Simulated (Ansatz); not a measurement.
# MgSe₂: what the fields show

```cif
data_structure
_symmetry_space_group_name_H-M 'P 1'
_symmetry_Int_Tables_number 1
_cell_length_a 6.0876
_cell_length_b 6.0876
_cell_length_c 3.9279
_cell_angle_alpha 90.000
_cell_angle_beta 90.000
_cell_angle_gamma 90.000
_cell_volume 145.56
loop_
_atom_site_label
_atom_site_type_symbol
_atom_site_fract_x
_atom_site_fract_y
_atom_site_fract_z
_atom_site_occupancy
Mg1 Mg 0.50000 0.50000 0.50000 1
Mg2 Mg 0.00000 0.00000 0.00000 1
Se1 Se 0.70492 0.70492 0.00000 1
Se2 Se 0.79508 0.20492 0.50000 1
Se3 Se 0.29508 0.29508 0.00000 1
Se4 Se 0.20492 0.79508 0.50000 1
```

Space group P4₂/mnm; a structure from a database of computed crystals, not necessarily the ambient phase; started from the MgH2-136 prototype, which need not be the ambient phase.

Level of theory: DFT, PBEsol, plane waves, PAW in Ansatz 0.2.0.

In a PAW calculation such maps are meaningful between the atoms, not at the nuclei.

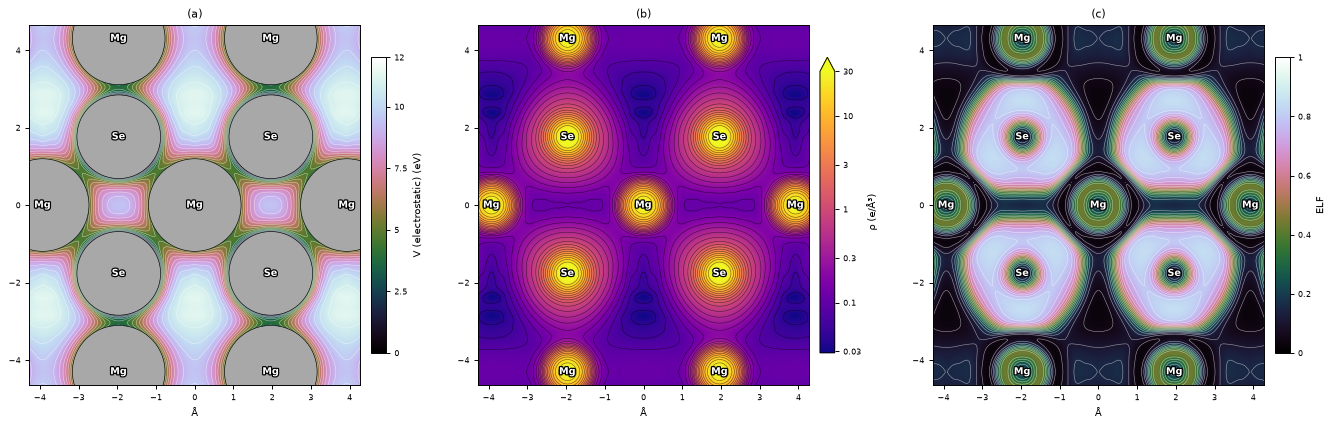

Figure 1. (a) electrostatic potential energy of an electron; (b) valence charge density (pseudo); (c) electron localisation function on the (11̄0) plane of the conventional cell. Grey discs cover the atomic cores in the potential map.

Q: What does the map show?

A:
- Atoms in the plane: Mg and Se.
- Mg–Se (2.54 Å): the density is about 0.34 e/Å³ at the midpoint; the ELF is about 0.75 at the midpoint (an ionic contact with no shared pair).
- Mg–Se (2.64 Å): the density is about 0.29 e/Å³ at the midpoint; the ELF is about 0.75 at the midpoint; a largely ionic contact.
- Between the atoms the lowest density in this plane is 0.03 e/Å³.
- Outside the cores the potential energy rises away from the atoms and is highest about 2.1 Å from the nearest atoms; its zero is arbitrary.

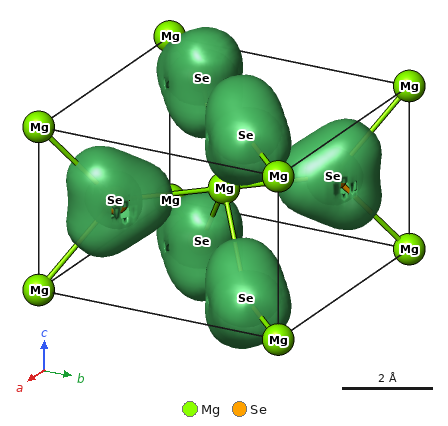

Figure 2. Isosurface of the ELF at 0.75 (green), seen at an oblique angle. Only the valence region is drawn (cores and ρ < 0.01 e/Å³ removed). Sticks mark near contacts.

Q: Identify the bonds, lone pairs and shells in this picture.

A: The ELF exceeds this value in four regions wrapped around Se (the valence shell of each), counted in one cell of 6 atoms. Any copies at cell faces, edges or corners count once.
